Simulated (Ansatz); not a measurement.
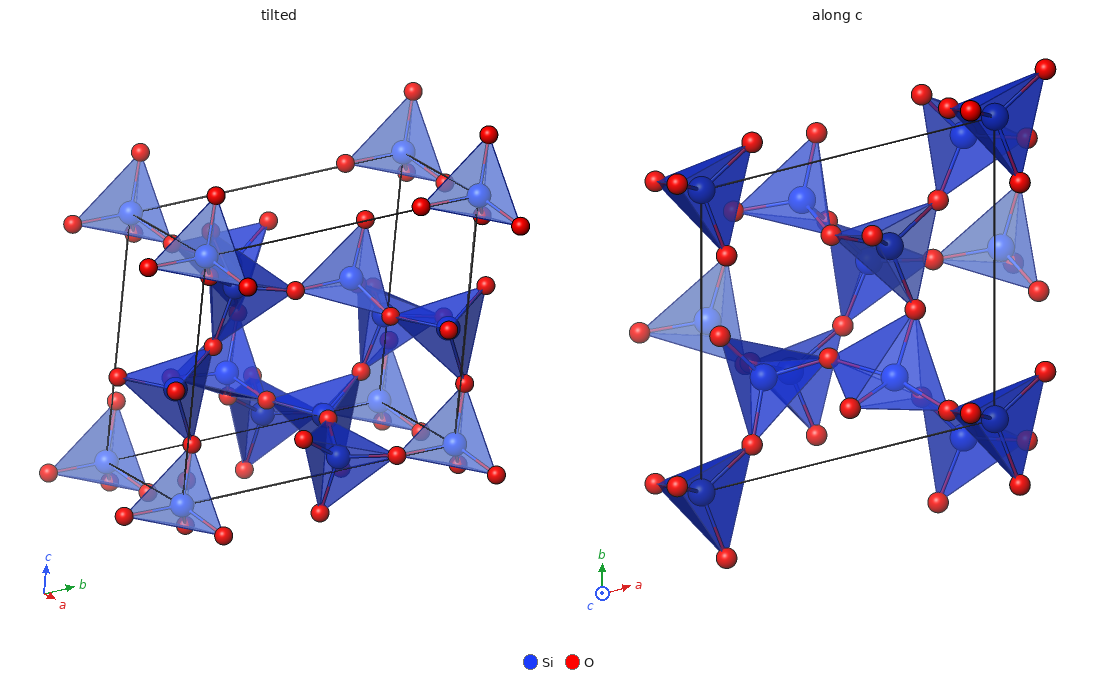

This polyhedral model is shown slightly off an axis and along the c axis. The box is the simulation cell; atoms on or close to its faces, edges and corners are drawn wherever they repeat. Some atoms of the next cells are drawn as well.

Characterise what is shown.

Its composition is Si9O19. No point symmetry survives, so the space group is P1. In the cell are 9 Si, 19 O, which makes 1 formula unit. The bonds build a three-dimensional framework.

The structure was taken from a structure listed in the Materials Project, repeated into a supercell with a point defect put in. The atoms were relaxed in a fixed cell with DFT PBE, scalar-relativistic, plane waves, PAW (Ansatz 0.2.0).
